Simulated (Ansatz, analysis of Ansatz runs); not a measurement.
# N3V centre in diamond: zero-phonon line against experiment

How near does this set-up come to the measured zero-phonon line? Subject: N3V centre in diamond. Set-up: PBE, 64-site cell, PBE lattice, 520 eV, k: the zone centre alone. The model is a cell of 64 host atoms with 1 site emptied, N put on another atom's site, N put on another atom's site and N put on another atom's site. The excitation energy is a difference of total energies with one electron moved up within one spin channel. This set-up takes another basis size than the usual one.

What was measured. Zero-phonon line, printed as 415 nm: 2.99 eV, by optical spectroscopy (quoted in “Electron paramagnetic resonance of the N2V− defect in 15N-doped synthetic diamond”, 2015, B. L. Green et al., quoting earlier work (1978)). The runs below try to reproduce this.

Method: plane-wave PAW DFT, PBE; relaxation of all atoms of a defect supercell, in Ansatz 0.2.0.

### 1. Starting point

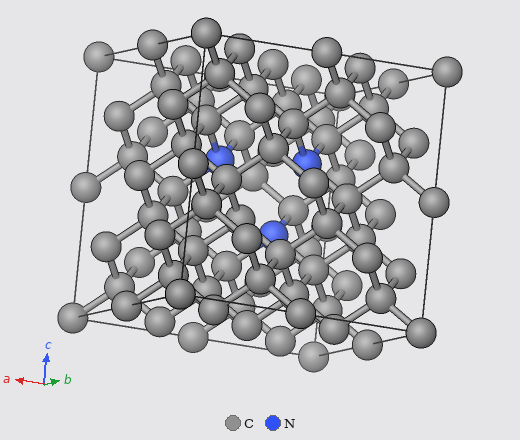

Start, viewed from a free direction; carbon grey, nitrogen blue. Bonds to atoms that aren't drawn are left out. Some periodic images of atoms are drawn too.

The cell holds 63 atoms: 60 C and 3 N. Its edges and angles: a = 7.143 Å, b = 7.143 Å, c = 7.143 Å, α = 90.0°, β = 90.0°, γ = 90.0°. It derives from C (space group Fd-3m). Nearest the centre at fractional (0.375, 0.375, 0.375): N26 at 1.55 Å, C48 at 1.55 Å, N41 at 1.55 Å, N4 at 1.55 Å, C22 at 2.53 Å, C30 at 2.53 Å, C13 at 2.53 Å, C14 at 2.53 Å.

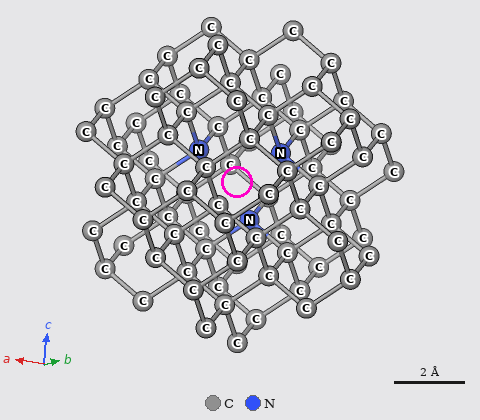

The atoms within 5 Å of the centre. A ring marks the centre wherever it is empty.

The host's primitive cell comes from a first run (plane-wave PAW DFT, PBE; relaxation of the host's cell and atoms): vectors of 2.526, 2.526 and 2.526 Å. That is 5.70 Å³ an atom, 0.4 % over the diffraction cell's volume. The supercell is built on it.

### 2. Relaxation, charge 0

Every later number rests on the structure around the defect, so the atoms are relaxed at the host's lattice first.

relax/input.yaml reads:

```yaml
relax:
  f_tol: 0.02
  max_steps: 80
  random_displacement: { amplitude: 0.02, seed: 418 }
crystal:
  lattice:
    - [7.14330841, 0.0, 0.0]
    - [0.0, 7.14330841, 0.0]
    - [0.0, 0.0, 7.14330841]
  atoms:
    - { symbol: C, position: [0.0, 0.0, 0.25] }
    - { symbol: C, position: [0.0, 0.25, 0.0] }
    - { symbol: C, position: [0.25, 0.0, 0.0] }
    - { symbol: "N", position: [0.25, 0.25, 0.25] }
    - { symbol: C, position: [0.125, 0.125, 0.375] }
    - { symbol: C, position: [0.125, 0.375, 0.125] }
    - { symbol: C, position: [0.375, 0.125, 0.125] }
    - { symbol: C, position: [0.0, 0.0, 0.75] }
    - { symbol: C, position: [0.0, 0.25, 0.5] }
    - { symbol: C, position: [0.25, 0.0, 0.5] }
    - { symbol: C, position: [0.25, 0.25, 0.75] }
    - { symbol: C, position: [0.125, 0.125, 0.875] }
    - { symbol: C, position: [0.125, 0.375, 0.625] }
    - { symbol: C, position: [0.375, 0.125, 0.625] }
    - { symbol: C, position: [0.375, 0.375, 0.875] }
    - { symbol: C, position: [0.0, 0.5, 0.25] }
    - { symbol: C, position: [0.0, 0.75, 0.0] }
    - { symbol: C, position: [0.25, 0.5, 0.0] }
    - { symbol: C, position: [0.25, 0.75, 0.25] }
    - { symbol: C, position: [0.125, 0.625, 0.375] }
    - { symbol: C, position: [0.125, 0.875, 0.125] }
    - { symbol: C, position: [0.375, 0.625, 0.125] }
    - { symbol: C, position: [0.375, 0.875, 0.375] }
    - { symbol: C, position: [0.0, 0.5, 0.75] }
    - { symbol: C, position: [0.0, 0.75, 0.5] }
    - { symbol: "N", position: [0.25, 0.5, 0.5] }
    - { symbol: C, position: [0.25, 0.75, 0.75] }
    - { symbol: C, position: [0.125, 0.625, 0.875] }
    - { symbol: C, position: [0.125, 0.875, 0.625] }
    - { symbol: C, position: [0.375, 0.625, 0.625] }
    - { symbol: C, position: [0.375, 0.875, 0.875] }
    - { symbol: C, position: [0.5, 0.0, 0.25] }
    - { symbol: C, position: [0.5, 0.25, 0.0] }
    - { symbol: C, position: [0.75, 0.0, 0.0] }
    - { symbol: C, position: [0.75, 0.25, 0.25] }
    - { symbol: C, position: [0.625, 0.125, 0.375] }
    - { symbol: C, position: [0.625, 0.375, 0.125] }
    - { symbol: C, position: [0.875, 0.125, 0.125] }
    - { symbol: C, position: [0.875, 0.375, 0.375] }
    - { symbol: C, position: [0.5, 0.0, 0.75] }
    - { symbol: "N", position: [0.5, 0.25, 0.5] }
    - { symbol: C, position: [0.75, 0.0, 0.5] }
    - { symbol: C, position: [0.75, 0.25, 0.75] }
    - { symbol: C, position: [0.625, 0.125, 0.875] }
    - { symbol: C, position: [0.625, 0.375, 0.625] }
    - { symbol: C, position: [0.875, 0.125, 0.625] }
    - { symbol: C, position: [0.875, 0.375, 0.875] }
    - { symbol: C, position: [0.5, 0.5, 0.25] }
    - { symbol: C, position: [0.5, 0.75, 0.0] }
    - { symbol: C, position: [0.75, 0.5, 0.0] }
    - { symbol: C, position: [0.75, 0.75, 0.25] }
    - { symbol: C, position: [0.625, 0.625, 0.375] }
    - { symbol: C, position: [0.625, 0.875, 0.125] }
    - { symbol: C, position: [0.875, 0.625, 0.125] }
    - { symbol: C, position: [0.875, 0.875, 0.375] }
    - { symbol: C, position: [0.5, 0.5, 0.75] }
    - { symbol: C, position: [0.5, 0.75, 0.5] }
    - { symbol: C, position: [0.75, 0.5, 0.5] }
    - { symbol: C, position: [0.75, 0.75, 0.75] }
    - { symbol: C, position: [0.625, 0.625, 0.875] }
    - { symbol: C, position: [0.625, 0.875, 0.625] }
    - { symbol: C, position: [0.875, 0.625, 0.625] }
    - { symbol: C, position: [0.875, 0.875, 0.875] }
basis:
  ecutwfc: 520
  xc_grid: 2
hamiltonian:
  xc: pbe
kpoints:
  mp_grid: { grid: [1, 1, 1] }
magnetization:
  spin_polarized: true
  initial_magnetization: 1
  spin_locking: { lock_magnetization: hard }
scf:
  occupations: { method: fermi_dirac, width: 0.01 }
  max_iter: 120
output:
  forces: true
checkpoint:
  write: "../relax.run"
  compress: false
  write_wavefunctions: true
  write_every: 100000
```

Run with:

```
ansatz run input.yaml --threads 2 --pin off --max-ram 3768MiB --backend cpu --events-out ev --progress --plain --runs-dir out
```

Numbers of over 12 decimals in the logs are rounded to 6 here.

The program printed:

```text
[... repeated set-up lines and file paths are left out, and long positions are rounded to six places ...]
Engine: ansatz 0.2.0, x86_64-unknown-linux-gnu
Pseudopotentials: kind: paw
Pseudopotential: C, paw, valence charge 4, recommended cutoff 420 eV (normal), C.paw.azcp
Pseudopotential: N, paw, valence charge 5, recommended cutoff 420 eV (normal), N.paw.azcp
Functional definition: PBE
  parameter kappa = 0.804
  parameter beta = 0.066725
  exchange = pbe_x(kappa = kappa, mu = beta*pi^2/3)
  correlation = pbe_c(beta = beta)
Crystal: 63 atoms, lattice volume = 364.501 Å³
Basis set: ecut = 520 eV, 9795 PW (Γ), exchange–correlation on 108×108×108 points (8 copies of the dense FFT grid, shifted against one another)
Bands: 191, of which v1, the nominal top of the filled ones, is band 128 counted from 1 (127 counted from 0)
Symmetry: 1 space group operations
k-points: 1
Non-local potential: C, projectors of the file, l = 0: 2, l = 1: 2, l = 2: 1
Non-local potential: N, projectors of the file, l = 0: 2, l = 1: 2, l = 2: 1
PAW form: soft (Blöchl's): semilocal exchange-correlation on the pseudo side does not see the compensation charge
PAW one-centre angular grid: C, 110 points (default); XC on 64 Gauss nodes
PAW one-centre angular grid: N, 110 points (default); XC on 64 Gauss nodes
Initial density: superposition of atomic densities (chi_scale 0.1, normalization cell, long waves kept (reshape's long-wave potential 0.43 eV rms))
Starting moments: Σ|m| = 1 μB on 63 of 63 sites
Initial wavefunctions: pseudopotential atomic-orbital guess
Functional: x = pbe(κ = 0.804, μ = 0.219515), c = pbe(β = 0.066725)
SCF iter   1: F=—  HF=-16206.817531 eV  |F-HF|=—  |Δ(HF+E_count)|=         —  Δρ=7.24e-2 (↑7.24e-2 ↓7.20e-2)  dr2=5.82e1  dr2_m=3.00e-1  M=1.000 μB ∫|m|=1.003 μB  β_m=0.30  ethr=3.10e-3  ⟨swp⟩=6.5  Hψ=1403  notcnv=0  defer=96
preconditioner: auto → Resta (q_TF=auto, 2.571 Å⁻¹)  ε∞=4.3  [insulator: Δε(μ)=0.636 eV  Ē_g=17.089 eV  σ=0.010 eV  W_gap=1.00  n_scr=92 (ndim 8)  ℏωp=31.1 eV  f_vac=0.000  D(μ)=0.00/eV (n_scr^D=0)  ε∞_Penn≈4.3]
spin=Collinear: Resta preconditioning applied to the charge; magnetization (m = ρ↑ − ρ↓) channel mixes plain (no charge-response kernel on spin).
SCF iter   2: F=—  HF=-16198.099579 eV  |F-HF|=—  |Δ(HF+E_count)|=    8.72e0  Δρ=5.26e-2 (↑5.26e-2 ↓5.23e-2)  dr2=3.00e1  dr2_m=1.85e-1  M=1.000 μB ∫|m|=1.016 μB  β_m=0.65  ethr=3.10e-3  ⟨swp⟩=3.0  Hψ=712  notcnv=0  defer=110
SCF iter   3: F=—  HF=-16188.828046 eV  |F-HF|=—  |Δ(HF+E_count)|=    9.27e0  Δρ=6.06e-3 (↑6.06e-3 ↓6.04e-3)  dr2=3.89e-1  dr2_m=1.30e-3  M=1.000 μB ∫|m|=1.113 μB  β_m=0.65  ethr=3.10e-3  ⟨swp⟩=3.0  Hψ=645  notcnv=0  defer=110
SCF iter   4: F=—  HF=-16188.881782 eV  |F-HF|=—  |Δ(HF+E_count)|=   5.37e-2  Δρ=2.50e-3 (↑2.49e-3 ↓2.50e-3)  dr2=4.64e-2  dr2_m=2.32e-4  M=1.000 μB ∫|m|=1.117 μB  β_m=0.74  ethr=1.52e-4  ⟨swp⟩=2.0  Hψ=585  notcnv=0  defer=110
SCF iter   5: F=—  HF=-16188.927310 eV  |F-HF|=—  |Δ(HF+E_count)|=   4.55e-2  Δρ=7.25e-4 (↑7.16e-4 ↓7.25e-4)  dr2=3.65e-3  dr2_m=2.59e-5  M=1.000 μB ∫|m|=1.124 μB  β_m=0.78  ethr=1.82e-5  ⟨swp⟩=2.5  Hψ=545  notcnv=0  defer=110
SCF iter   6: F=—  HF=-16188.933122 eV  |F-HF|=—  |Δ(HF+E_count)|=   5.81e-3  Δρ=1.43e-4 (↑1.43e-4 ↓1.39e-4)  dr2=1.62e-4  dr2_m=1.96e-6  M=1.000 μB ∫|m|=1.128 μB  β_m=0.79  ethr=1.43e-6  ⟨swp⟩=2.0  Hψ=544  notcnv=0  defer=110
SCF iter   7: F=—  HF=-16188.933320 eV  |F-HF|=—  |Δ(HF+E_count)|=   1.98e-4  Δρ=4.04e-5 (↑3.73e-5 ↓4.04e-5)  dr2=1.06e-5  dr2_m=2.19e-7  M=1.000 μB ∫|m|=1.128 μB  β_m=0.82  ethr=6.35e-8  ⟨swp⟩=2.0  Hψ=527  notcnv=0  defer=110
SCF iter   8: F=-16188.933335 eV  HF=-16188.933335 eV  |F-HF|=3.07e-7  |Δ(HF+E_count)|=   1.47e-5  Δρ=9.40e-6 (↑9.40e-6 ↓8.04e-6)  dr2=6.09e-7  dr2_m=2.13e-8  M=1.000 μB ∫|m|=1.129 μB  ethr=3.92e-9  ⟨swp⟩=3.0  Hψ=900  notcnv=0
SCF 1 converged in 8 iterations: F = -16188.933335 eV  dr2 = 6.09e-7
  greatest PAW one-centre occupation: 0.788 electrons in one spin orbital (limit 2), on the N atom at site 3 (counted from 0), in its partial waves of l = 0
relax step   1: F+E_penalty+E_count = -16188.93333516 eV  Δ(F+E_penalty+E_count) = +0.000e0 eV  max|allowed force component| = 2.462e0 eV/Å  Δτ_max = 0.0000 Å  (8 SCF iters, dr2 threshold 1.00e-5 eV, accepted)
[... the SCF cycles and remarks between the steps are left out from here to the last step ...]
relax step   2: F+E_penalty+E_count = -16190.20757835 eV  Δ(F+E_penalty+E_count) = -1.274e0 eV  max|allowed force component| = 1.251e0 eV/Å  Δτ_max = 0.1309 Å  (6 SCF iters, dr2 threshold 1.00e-4 eV, accepted)
relax step   3: F+E_penalty+E_count = -16190.53084711 eV  Δ(F+E_penalty+E_count) = -3.233e-1 eV  max|allowed force component| = 6.551e-1 eV/Å  Δτ_max = 0.0551 Å  (5 SCF iters, dr2 threshold 9.78e-5 eV, accepted)
relax step   4: F+E_penalty+E_count = -16190.58664412 eV  Δ(F+E_penalty+E_count) = -5.580e-2 eV  max|allowed force component| = 8.144e-2 eV/Å  Δτ_max = 0.0164 Å  (4 SCF iters, dr2 threshold 1.00e-4 eV, accepted)
relax step   5: F+E_penalty+E_count = -16190.58800031 eV  Δ(F+E_penalty+E_count) = -1.356e-3 eV  max|allowed force component| = 1.170e-2 eV/Å  Δτ_max = 0.0054 Å  (5 SCF iters, dr2 threshold 4.15e-7 eV, accepted)
iter 1 solved again at ethr=1.76e-11 eV; its pass at ethr=3.10e-3 eV (dr2=4.48e-8 eV) is discarded
SCF iter   1: F=—  HF=-16190.588000 eV  |F-HF|=—  |Δ(HF+E_count)|=         —  Δρ=1.88e-6 (↑1.88e-6 ↓1.75e-6)  dr2=4.47e-8  dr2_m=1.20e-10  M=1.000 μB ∫|m|=1.157 μB  β_m=0.30  ethr=1.76e-11  ⟨swp⟩=1.0  Hψ=1062  notcnv=0  defer=117
SCF iter   2: F=-16190.588000 eV  HF=-16190.588000 eV  |F-HF|=3.06e-9  |Δ(HF+E_count)|=   1.24e-9  Δρ=1.20e-6 (↑1.20e-6 ↓1.14e-6)  dr2=1.83e-8  dr2_m=7.52e-11  M=1.000 μB ∫|m|=1.157 μB  ethr=1.75e-11  ⟨swp⟩=3.0  Hψ=658  notcnv=0
SCF 6 converged in 2 iterations: F = -16190.588000 eV  dr2 = 1.83e-8
relax step   6: F+E_penalty+E_count = -16190.58800032 eV  Δ(F+E_penalty+E_count) = -1.328e-8 eV  max|allowed force component| = 1.167e-2 eV/Å  Δτ_max = 0.0000 Å  (2 SCF iters, accepted)
NSCF: frozen V_eff on 1 k-points
the band table was solved once a step of the walk had ended and its energy, with any forces and stress, was formed, with the checks that follow a solve (1966 applications of the Hamiltonian). They found nothing against the state; [...]
SCF converged after 2 iterations
Magnetization: 1.0000 μB (128.0000 up, 127.0000 down)
Absolute magnetization: 1.1576 μB (∫|ρ↑−ρ↓|, with the PAW one-centre terms)
Spin contamination: 0.0036 ħ² per cell (⟨S²⟩ above its minimum at these occupations)
Per-site moments (μB) at R_I (Å): [(0.0048121, 0.635359), (0.00125784, 0.632865), (0.00125816, 0.632881), [... 60 left out ...]
Free energy (F): -16190.588000 eV
Harris-Foulkes:  -16190.588000 eV  (|F-HF|=3.06e-9)
Internal energy: -16190.588000 eV  (E = F + TS)
E sigma→0 (E₀):  -16190.588000 eV
Fermi energy:    14.753914 (↑ 15.603796, ↓ 14.408118) eV
--- Per-component energies (eV) ---
  E_band       = 1013.660684
  E_kinetic    = 5934.102582
  E_local      = -4364.930348  (includes V_loc(G=0)·N_el)
  E_nonlocal   = 1735.669137
  E_hartree    = 1008.338026
  E_xc         = -3094.953807
  E_vxc        = -3847.038952  (∫ρ·V_xc dr)
  E_paw        = -6338.315242  (= ΣΔE_a)
  E_vpaw       = -460.818368  (= ΣTr[D̂ρ^β])
  E_aug_tail   = 0.000281  (compensation charges beyond the density's cutoff)
  E_ewald      = -11070.498629
  E_smearing   = -0.000000  (= −TS)
  E_closure    = 0.000000  (closes the sum)
  Σ components = -16190.588000   (vs F -16190.588000, Δ=0.00e0)
--- Forces (eV/Å), atoms counted from 1 ---
  atom   1  C     -0.00180991    -0.00502304     0.00234394
  atom   2  C      0.00118534    -0.00200140    -0.00123618
  [... 1 atom left out ...]
  atom   4  N     -0.01167416    -0.00868430    -0.00300562
  atom   5  C      0.00754070     0.00851966     0.00622098
  atom   6  C      0.00769270     0.00190094     0.00535566
  atom   7  C      0.00519036     0.00564158     0.00306981
  [... 5 atoms left out ...]
  atom  13  C      0.00841005    -0.00388683    -0.01009102
  atom  14  C     -0.00347774     0.00574972    -0.00839632
  [... 11 atoms left out ...]
  atom  26  N     -0.01058169     0.00306112     0.01120792
  [... 9 atoms left out ...]
  atom  36  C     -0.00393883     0.00749296    -0.00547463
  [... 4 atoms left out ...]
  atom  41  N      0.00285139    -0.01153414     0.00907823
  [... 6 atoms left out ...]
  atom  48  C     -0.01073845    -0.01070311     0.01046982
  [... 15 atoms left out ...]
  max |Σ_I F_I| component: 3.89e-5 eV/Å
--- Band table (eV) ---
  k-point 0 ↑: bands = ["-8.7404", "-7.1196", "-7.1194", "-6.6731", [... 183 left out ...] "23.4341", "23.4689", "23.4690", "23.5967"]
  k-point 0 ↓: bands = ["-8.7252", "-7.1054", "-7.1053", "-6.6489", [... 183 left out ...] "23.4594", "23.4792", "23.4792", "23.6186"]
--- Relaxed structure (6 steps of the walk, 6 accepted, 0 SCFs on fresh bases) ---
  F+E_penalty+E_count = -16190.58800032 eV   max|allowed force component| = 1.167e-2 eV/Å
  atoms:
    - { symbol: C, position: [-0.000695, -0.001086, 0.249738] }
    - { symbol: C, position: [-0.001104, 0.249817, -0.001546] }
    [... 1 atom left out ...]
    - { symbol: N, position: [0.240320, 0.239917, 0.237986] }
    - { symbol: C, position: [0.127142, 0.126744, 0.369195] }
    - { symbol: C, position: [0.125906, 0.369349, 0.125471] }
    - { symbol: C, position: [0.369737, 0.125509, 0.125485] }
    [... 5 atoms left out ...]
    - { symbol: C, position: [0.127143, 0.380533, 0.623003] }
    - { symbol: C, position: [0.380935, 0.126751, 0.622999] }
    [... 11 atoms left out ...]
    - { symbol: N, position: [0.240322, 0.511748, 0.509817] }
    [... 9 atoms left out ...]
    - { symbol: C, position: [0.624659, 0.125508, 0.380404] }
    [... 4 atoms left out ...]
    - { symbol: N, position: [0.512153, 0.239924, 0.509829] }
    [... 6 atoms left out ...]
    - { symbol: C, position: [0.513021, 0.512617, 0.237128] }
    [... 15 atoms left out ...]
```

Wall time 23 s (2 threads of AMD EPYC 9R14 (Zen 4), shared host); peak memory 0.9 GiB.

Relaxation path:

```
step  energy less that of the first step (eV)  largest force component (eV/Å)
   1                                   0.0000                          2.4621
   2                                  -1.2742                          1.2507
   3                                  -1.5975                          0.6551
   4                                  -1.6533                          0.0814
   5                                  -1.6547                          0.0117
   6                                  -1.6547                          0.0117
```

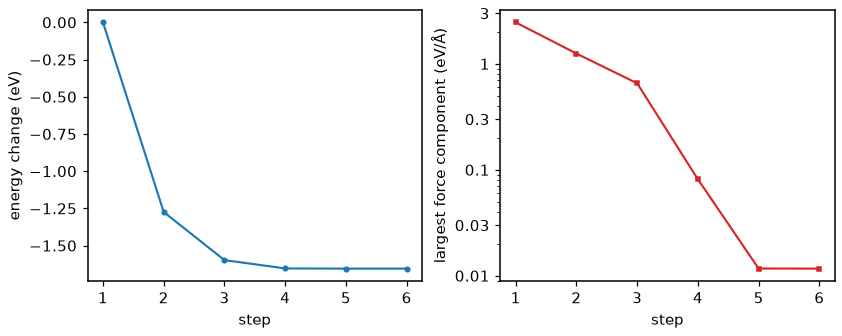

Energy and largest force along the relaxation.

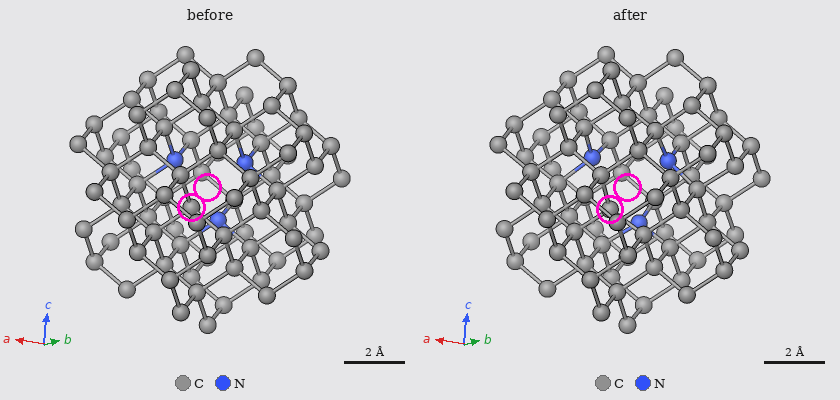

Before and after: the atoms that start within 5 Å of the centre. C48, which moves most, is ringed if it is among them. A ring with no atom in it marks the empty centre.

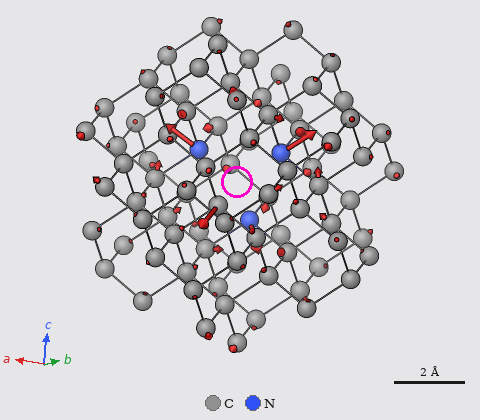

Displacements in the relaxation from the typed sites near the centre, exaggerated, the mean shift taken out; the longest in the cell stands for 0.16 Å. A ring marks the centre wherever it is empty.

The atoms that moved most (Å, from the sites as typed, ahead of the random displacement, the mean shift of all atoms taken out):

```
atom      dx      dy      dz  length
 C48   0.092   0.092  -0.092   0.159
  N4  -0.070  -0.070  -0.086   0.131
 N41   0.086  -0.070   0.071   0.131
 N26  -0.070   0.085   0.070   0.131
  C5   0.014   0.014  -0.041   0.046
 C14   0.041   0.014  -0.014   0.046
 C13   0.014   0.041  -0.014   0.046
 C45  -0.004  -0.039  -0.005   0.039
```

The atoms nearest to the centre after the run:

```
atom  distance (Å)
 N26         1.675
  N4         1.678
 N41         1.679
 C48         1.705
 C13         2.505
 C22         2.506
  C5         2.506
 C52         2.507
 C14         2.507
 C37         2.508
 C20         2.517
 C30         2.518
  C6         2.519
 C45         2.520
  C7         2.521
 C36         2.522
```

Numbers from this step:

```
free energy                           : -16190.5880 eV
total moment                          : 1 μB
integral of the absolute spin density : 1.158 μB
spin contamination                    : 0.003567
```

The relaxation ends 26 meV an atom lower than the displaced start, with a largest force component of 0.012 eV/Å.

[end of part 1 of 3]

[Logs are printed without paths, hosts, clocks, repeated set-up lines and the standing remarks that a program may print on its own settings, such as how far it seeks lower states.]

[Hosts, paths, dates, database ids (printed as entryN), source tags and the programs' standing remarks are cut or masked in the printed files.]

[For some hosts the program warned that the k-mesh of the response run may be too coarse for force constants and the static dielectric constant; such warnings are not shown here.]
